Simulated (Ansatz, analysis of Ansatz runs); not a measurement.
# Does Br_Cl go to the (110) surface of SrCl2?, part 2 of 2

Question: does neutral Br_Cl prefer the (110) surface of SrCl2 or the inside, and by how much? The same defect is put at one site in each of several layers from the top towards the middle of one slab. Model: a cell of 48 host atoms with 1 Cl taken out and 1 Br put in.

Ansatz 0.2.0; plane-wave PAW DFT, PBEsol; a slab with vacuum, neutral defects.

So far. Step 2 (The clean slab): On a dense mesh the slab's energy differs by 3 meV an atom, so the sampling is kept; the layers are compared at one sampling, where most of this error should cancel, which was not tested. Step 3 (Does the supercell reconstruct?): Atoms end at most 0.01 Å from the small cell's positions, so the small cell's structure is at least a local minimum.

## Step 4: The defect, layer by layer (continued)

Level of this step: plane-wave PAW DFT, PBEsol, periodic cell with vacuum; relaxation of a neutral defect in a slab; PAW set soft_1 (Ansatz).

The steps of the relaxation:

```csv
step,energy less that of the first step (eV),largest force component (eV/Å)
1,0.0000,0.5334
2,-0.2208,0.1137
3,-0.2526,0.0662
4,-0.2548,0.0150
```

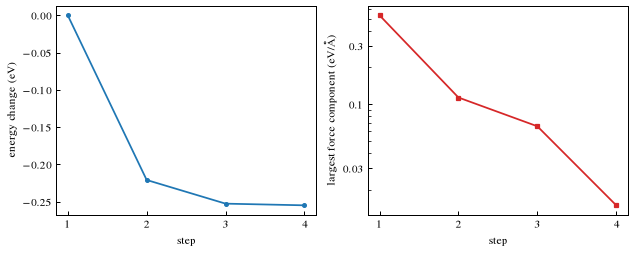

Energy and largest force along the relaxation.

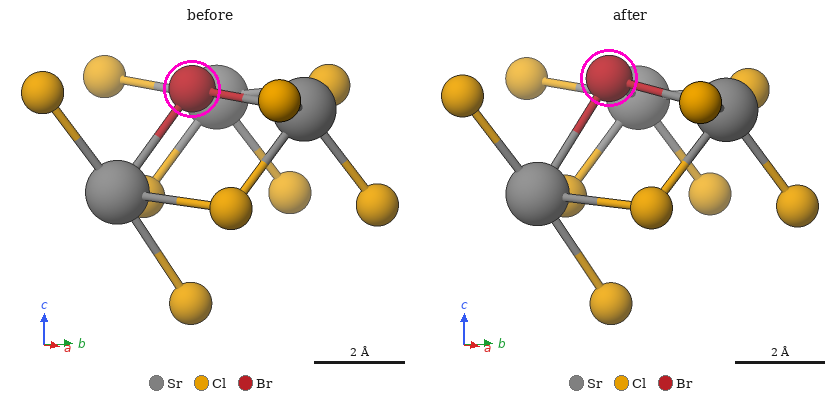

Before and after: the atoms that start within 5 Å of the centre. Br9, which moves most, is ringed if it is among them.

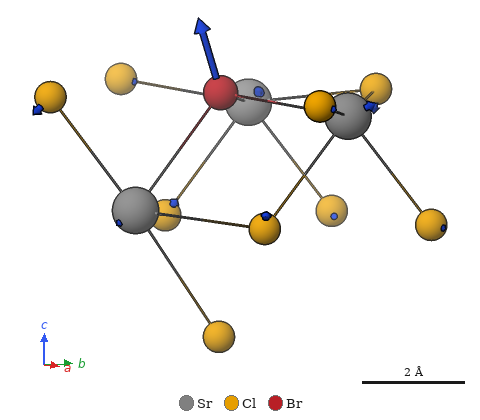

Displacements in the relaxation from the typed sites near the centre, exaggerated, the mean shift taken out; the longest in the cell stands for 0.29 Å.

The atoms that moved most (Å, from the sites as typed, ahead of the random displacement, the mean shift of all atoms taken out):

```csv
atom,dx,dy,dz,length
Br9,0.088,0.001,0.273,0.287
Cl7,0.042,-0.001,-0.038,0.057
Sr38,-0.037,0.033,0.023,0.055
Sr14,-0.040,-0.031,0.021,0.055
Cl19,0.005,-0.002,-0.053,0.053
Cl36,-0.016,-0.027,0.033,0.045
Cl12,-0.014,0.027,0.033,0.045
Cl43,-0.041,0.003,0.017,0.045
```

Neighbours of Br9 at the end:

```csv
atom,distance (Å)
Sr4,3.120
Sr14,3.144
Sr38,3.145
Cl19,3.439
Cl7,3.627
Cl36,3.716
Cl12,3.717
Cl33,4.958
```

All relaxations:

```csv
layer,depth (Å),moment (μB),outcome,structures computed,largest displacement from the input (Å),time
1,0.00,0,converged,4,0.29,2.8 s
2,2.56,0,converged,5,0.09,3.1 s
```

The relaxation ends 5.3 meV an atom lower than the displaced start, with a largest force component of 0.015 eV/Å.

## Step 5: Energies and states

Single points on the relaxed structures give the energies, all at one sampling, and show where the defect's states lie.

layer1_M0.point.pbesol/input.yaml reads:

```yaml
crystal:
  lattice:
    - [0.0, 9.89878, 0.0]
    - [-13.99899, 0.0, 0.0]
    - [0.0, 0.0, 20.0]
  atoms:
    - { symbol: Sr, position: [-0.00138425, -0.00018034, 0.42904913] }
    - { symbol: Sr, position: [-0.00130922, -0.00043148, 0.66574133] }
[... 1 atom line left out ...]
    - { symbol: Sr, position: [0.24887805, 0.24840008, 0.56968197] }
[... 4 atom lines left out ...]
    - { symbol: Br, position: [0.24895115, 0.37437849, 0.69839241] }
[... 4 atom lines left out ...]
    - { symbol: Sr, position: [-0.00428028, 0.50262789, 0.66757049] }
[... 4 atom lines left out ...]
    - { symbol: Cl, position: [0.24899471, 0.61889624, 0.68182564] }
[... 16 atom lines left out ...]
    - { symbol: Cl, position: [0.49610076, 0.37312142, 0.5585556] }
[... 1 atom line left out ...]
    - { symbol: Sr, position: [0.50222112, 0.50262747, 0.66757934] }
[... 9 atom lines left out ...]
    - { symbol: Cl, position: [0.49880396, 0.87258086, 0.55575192] }
basis:
  ecutwfc: 420
  xc_grid: 2
hamiltonian:
  xc: pbesol
  pseudopotentials: { kind: paw, azcp: { folder: soft_1 }, xc_functional: pbe }
kpoints:
  mp_grid: { grid: [1, 1, 1] }
scf:
  occupations: { method: fermi_dirac, width: 0.01 }
  max_iter: 100
output:
  forces: true
  eigenvalues: true
  eigenstates: { localisation: true }
  populations: true
checkpoint:
  write: "../layer1_M0.point.pbesol.run"
  compress: false
  write_wavefunctions: false
  write_every: 100000
```

Launch:

```bash
> ansatz run input.yaml --threads 32 --pin off --max-ram 84787MiB --backend cuda --events-out ev --progress --plain --runs-dir out --max-vram 78GiB
```

Log:

```text
[...]
Crystal: 48 atoms, lattice volume = 2771.458 Å³
Basis set: ecut = 420 eV, 54241 PW (Γ), exchange–correlation on 144×192×270 points (8 copies of the dense FFT grid, shifted against one another)
Bands: 240, of which v1, the nominal top of the filled ones, is band 192 counted from 1 (191 counted from 0)
[...]
k-points: 1
[...]
SCF iter   2: F=—  HF=-91611.741188 eV  |F-HF|=—  |Δ(HF+E_count)|=    6.46e0  Δρ=7.52e-3  dr2=2.54e0  ethr=3.10e-3  ⟨swp⟩=3.0  Hψ=397  notcnv=0  defer=43
[...]
SCF iter   8: F=—  HF=-91612.035330 eV  |F-HF|=—  |Δ(HF+E_count)|=   7.81e-7  Δρ=3.59e-6  dr2=4.18e-7  ethr=1.61e-9  ⟨swp⟩=3.0  Hψ=466  notcnv=0  defer=43
SCF iter   9: F=-91612.035331 eV  HF=-91612.035331 eV  |F-HF|=1.07e-8  |Δ(HF+E_count)|=   3.76e-7  Δρ=1.22e-6  dr2=5.72e-8  ethr=2.60e-11  ⟨swp⟩=21.0  Hψ=2035  notcnv=0
SCF 1 converged in 9 iterations: F = -91612.035331 eV  dr2 = 5.72e-8
[...]
SCF converged after 9 iterations
[...]
--- Band table (eV) ---
[...]
--- Löwdin populations: 48 sites ---
[...]
spilling = 0.008991 (of n_electrons = 384.000000)
[...]
```

Elapsed: 2.5 s, on 1 × NVIDIA GB200 with 32 threads of Arm Neoverse V2, shared host; peak memory 1.3 GiB; 7.6 s of CPU time.

States next to the filling edge at the first k-point, on the run's own zero (eigenstates.tsv). The participation number counts the atoms that a state is spread over, of 48; bands count from 0.

```csv
spin,band,energy (eV),occupation,participation,largest share on,share
both,186,-2.051,2.00,14.1,Br9,0.21
both,187,-1.899,2.00,2.5,Br9,0.63
both,188,-1.662,2.00,9.2,Cl17,0.12
both,189,-1.643,2.00,4.7,Cl31,0.25
both,190,-1.567,2.00,8.6,Cl41,0.12
both,191,-1.316,2.00,3.7,Br9,0.43
both,192,3.101,0.00,40.6,Sr39,0.04
both,193,3.504,0.00,30.3,Sr2,0.05
both,194,3.648,0.00,39.5,Sr4,0.05
both,195,3.652,0.00,39.5,Sr13,0.04
both,196,3.737,0.00,43.8,Sr39,0.03
```

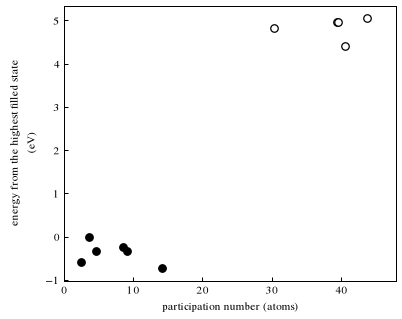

States next to the filling edge at the first k-point: energy against spread. Filled marks are occupied, open marks empty.

Under PBEsol, periodic cell with vacuum at the zone centre alone, the highest filled state is spread over 4 of 48 atoms, and the lowest empty one, 4.42 eV above it, is spread over 41 of 48 atoms.

Against the clean slab and Cl (Cl2 molecule) and Br (solid Br2 (Cmce)):

```csv
layer,depth (Å),total moment (μB),formation energy (eV),against the deepest layer (eV)
1,0.00,0,0.54,-0.19
2,2.56,0,0.73,0.00
```

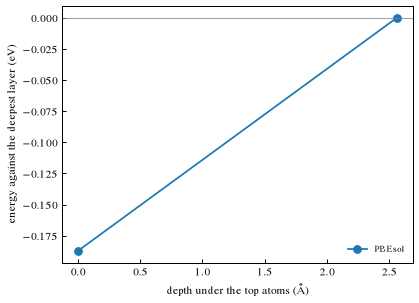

Lowest energy of the defect in each layer, against the deepest one.

## Step 6: Summary of results

| Item | Value |
| --- | --- |
| highest less deepest of the layers obtained (PBEsol) | -0.19 eV |
| layer of the lowest energy (PBEsol) | 1 |

**Reading.** Under PBEsol Br_Cl is 0.19 eV lower in layer 1 than in layer 2, 2.6 Å down, so it segregates to the surface. At 600 K the Boltzmann factor between the best layer and the deepest is about 37 a site, entropy of vibration left out. The clean slab's gap at this sampling is 4.65 eV. Limits: neutral states alone; one site a layer, which need not be the same crystallographic site in every layer, at most four layers; one defect on one side of the slab, 9.9 Å from its images and with no dipole correction; the deepest layer of so thin a slab is not yet bulk, and the thickness was not varied; the in-plane lattice is the database's, not relaxed here; no adsorbates, no temperature.

[Logs are printed without paths, hosts, clocks, repeated set-up lines and the standing remarks that a program may print on its own settings, such as how far it seeks lower states.]

[Hosts, paths, dates, database ids (printed as entryN), source tags and the programs' standing remarks are cut or masked in the printed files.]

[Maps of the electrostatic potential energy from Ansatz leave out the sawtooth potential of an applied field or a dipole correction, so their vacuum need not be flat.]
